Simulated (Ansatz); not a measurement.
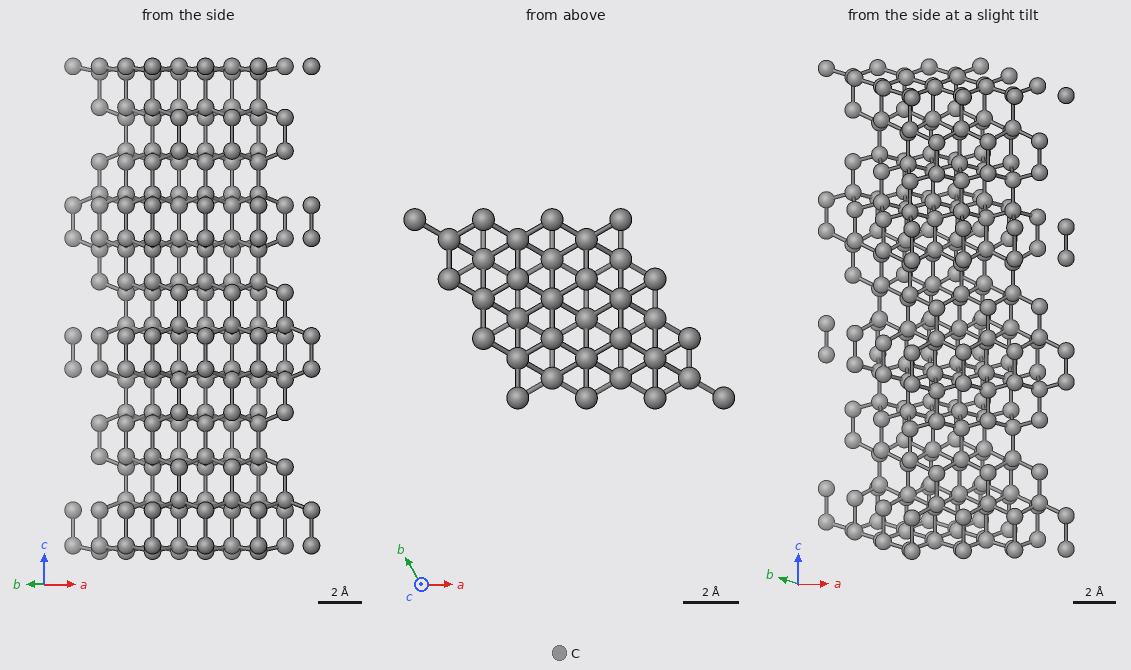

A ball-and-stick picture of a periodic slab, seen from the side, from above and from the side at a slight tilt. The surface normal points up in side views; the vacuum is left out. 3×3 cells are drawn in the plane, with atoms at the edges repeated.

The cell holds 24 C. The slab was cut from bulk C (R-3m).

**Read the thickness off the scale bar.**

About 23 Å from the lowest to the highest atom.

**What facet is shown?**

(0 0 1).

Calculation details: DFT PBEsol, scalar-relativistic, plane waves, PAW (Ansatz); wavefunction cutoff 420 eV, Brillouin-zone sampling on a 12×12×1 mesh, Gaussian smearing of 0.05 eV, no spin polarisation.

**How large is the work function at the top and at the bottom?**

4.76 eV on both faces.

The structure comes from an entry, possibly a prediction, of the Crystallography Open Database, from which a slab was cut. The atoms were relaxed in a fixed cell with DFT PBEsol, scalar-relativistic, plane waves, PAW (Ansatz).
